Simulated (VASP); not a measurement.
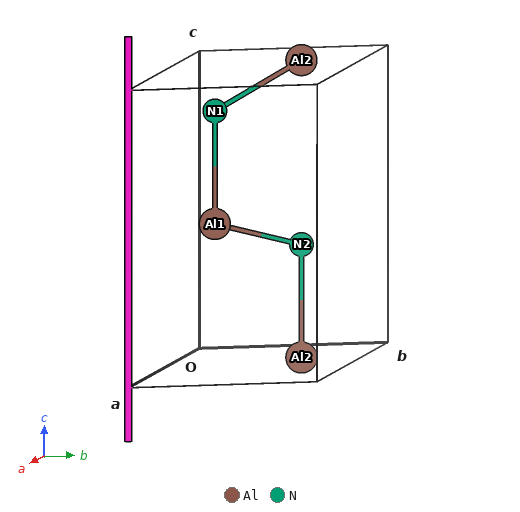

For AlN, an entry of the Crystallography Open Database, as set up for an electronic-structure calculation: the coloured rod is the axis of a symmetry operation of the crystal. Symmetry computed with spglib at a tolerance of 0.002 Å; standard conventional cell.

a = 3.113 Å, b = 3.113 Å, c = 4.981 Å, α = 90.00°, β = 90.00°, γ = 120.00°.

| atom | x | y | z |
| --- | --- | --- | --- |
| Al1 | 0.6667 | 0.3333 | 0.5000 |
| Al2 | 0.3333 | 0.6667 | 0.0000 |
| N1 | 0.6667 | 0.3333 | 0.8800 |
| N2 | 0.3333 | 0.6667 | 0.3800 |

Take the operation x, y, z → y+1, −x+y+1, z+1/2.

What kind of operation is it, and where does it lie?

It is a 6₃ screw rotation with translation (0, 0, 1/2), about the line along [0 0 1] through (1, 0, 1/2).

Onto which atom does it carry each atom (up to whole multiples of a, b and c)?

Al1 → Al2, Al2 → Al1, N1 → N2, N2 → N1.
